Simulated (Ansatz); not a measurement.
Consider this structure.

```yaml
crystal:
  lattice:
    - [3.81555, 0.00000, 0.00000]
    - [0.00000, 3.81555, 0.00000]
    - [0.00000, 0.00000, 17.85799]
  atoms:
    - { symbol: Ti, position: [0.00000, 0.00000, 0.89813] }
    - { symbol: Ti, position: [0.50000, 0.50000, 0.65863] }
    - { symbol: Ti, position: [0.00000, 0.00000, 0.41913] }
    - { symbol: Ti, position: [0.50000, 0.50000, 0.17963] }
    - { symbol: Al, position: [0.00000, 0.00000, 0.17963] }
    - { symbol: Al, position: [0.50000, 0.50000, 0.89813] }
    - { symbol: Al, position: [0.00000, 0.00000, 0.65863] }
    - { symbol: Al, position: [0.50000, 0.50000, 0.41913] }
    - { symbol: Al, position: [0.50000, 0.00000, 0.29938] }
    - { symbol: Al, position: [0.00000, 0.50000, 0.05988] }
    - { symbol: Al, position: [0.50000, 0.00000, 0.77838] }
    - { symbol: Al, position: [0.00000, 0.50000, 0.53888] }
    - { symbol: Al, position: [0.00000, 0.50000, 0.29938] }
    - { symbol: Al, position: [0.50000, 0.00000, 0.05988] }
    - { symbol: Al, position: [0.00000, 0.50000, 0.77838] }
    - { symbol: Al, position: [0.50000, 0.00000, 0.53888] }
```

Work out the structure from the coordinates.

Answer. Formula: TiAl3. Symmetry: P4mm (No. 99), primitive tetragonal lattice. The cell comprises 4 formula units: 4 Ti, 12 Al. The bonds build TiAl3 layers parallel to (001).

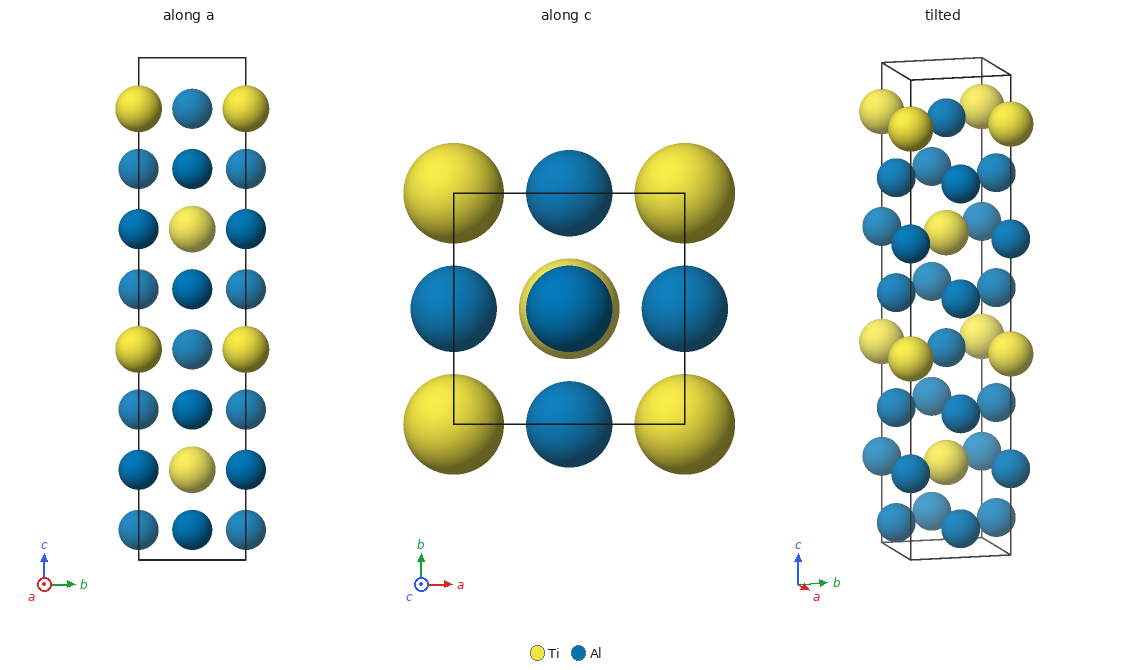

Crystal structure, spheres-only style, seen along the a axis, along the c axis and slightly off an axis. The conventional unit cell is drawn as a box. Colours: titanium yellow, aluminium blue.

The model was built from a structure listed in the Materials Project. The cell was then strained or its atoms displaced on purpose. It was run through Ansatz as a DFT input.

At this level of theory the run's own cell isn't at rest (forces up to 1.4 eV/Å), so its distances can differ from those at equilibrium, the more so the softer the solid.
